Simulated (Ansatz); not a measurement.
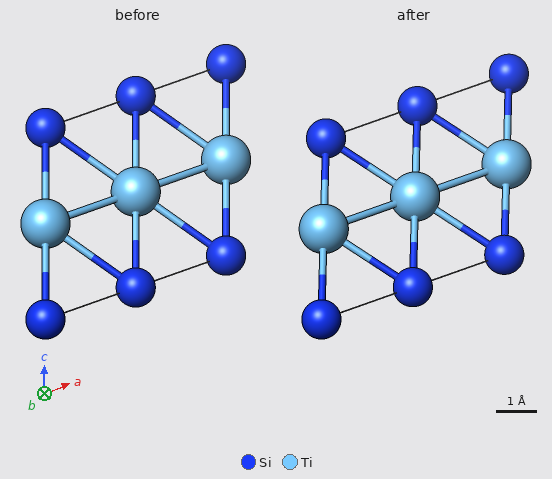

The structure of crystalline TiSi (set up in R-3m) before (left) and after (right) a relaxation, at one scale.

A ball-and-stick model of the cell of the calculation, seen along the b axis.

Case: 4 of 8 Ti sites taken by Si, cell and atoms relaxed.

Computed with Ansatz, DFT r2SCAN, scalar-relativistic, plane waves, PAW.

Input
```yaml
crystal:
  lattice:
    - [-3.9615566171, 3.9615566171, 0.0]
    - [-3.9615566171, 0.0, 3.9615566171]
    - [0.0, 3.9615566171, 3.9615566171]
  atoms:
    - { symbol: Si, position: [0.0, 0.0, 0.0] }
    - { symbol: Si, position: [0.5, 0.0, 0.0] }
    - { symbol: Si, position: [0.0, 0.5, 0.0] }
    - { symbol: Ti, position: [0.0, 0.0, 0.5] }
    - { symbol: Si, position: [0.5, 0.5, 0.0] }
    - { symbol: Ti, position: [0.5, 0.0, 0.5] }
    - { symbol: Ti, position: [0.0, 0.5, 0.5] }
    - { symbol: Ti, position: [0.5, 0.5, 0.5] }
basis:
  ecutwfc: 500
kpoints:
  mp_grid: { grid: [8, 8, 8] }
hamiltonian:
  xc: r2scan
scf:
  occupations: { method: gaussian, width: 0.1 }
output:
  forces: true
  stress: true
  eigenvalues: true
relax:
  adjacent_minimum: "off"
  f_tol: 0.015
  max_steps: 60
  cell: { stress_tol: 0.15 }
```

Command:
```bash
ansatz run input.yaml --threads 1 --pin off --max-ram 2560MiB --backend cpu --events-out ev --progress --plain --runs-dir out
```

Q: What changed between the two?

A: The atoms keep their places relative to the cell (all moves are under 0.005 Å). The volume changes by −4.0 %, with a = b 5.602 → 5.672 Å (+1.2 %), c 5.602 → 5.393 Å (−3.7 %), α 60.0° → 58.3°, β 60.0° → 58.3°. Near-neighbour distances that change, for instance: Si1–Ti4 2.801 → 2.696 Å, Ti4–Ti6 2.801 → 2.836 Å. Among the angles between lasting bonds that change: Ti6–Si5–Ti7 60.0° → 63.5°, Ti6–Si5–Ti7 120.0° → 116.5°. The space group stays R-3m (No. 166). The energy falls by 52.9 meV per atom in 3 accepted moves (4 points after the start). All forces vanish by symmetry, so only the cell relaxes. Pressure: −6.39 GPa at the start and 0.01 GPa at the end. At 1 point the geometry stayed and the basis and grid were re-selected for the new cell (energy shift of 0.2 meV per atom at most each time). The run took 3.8 min on 1 thread of AMD EPYC 7R43 64-Core Processor (Zen 3) (shared host), peak memory 1 GiB.
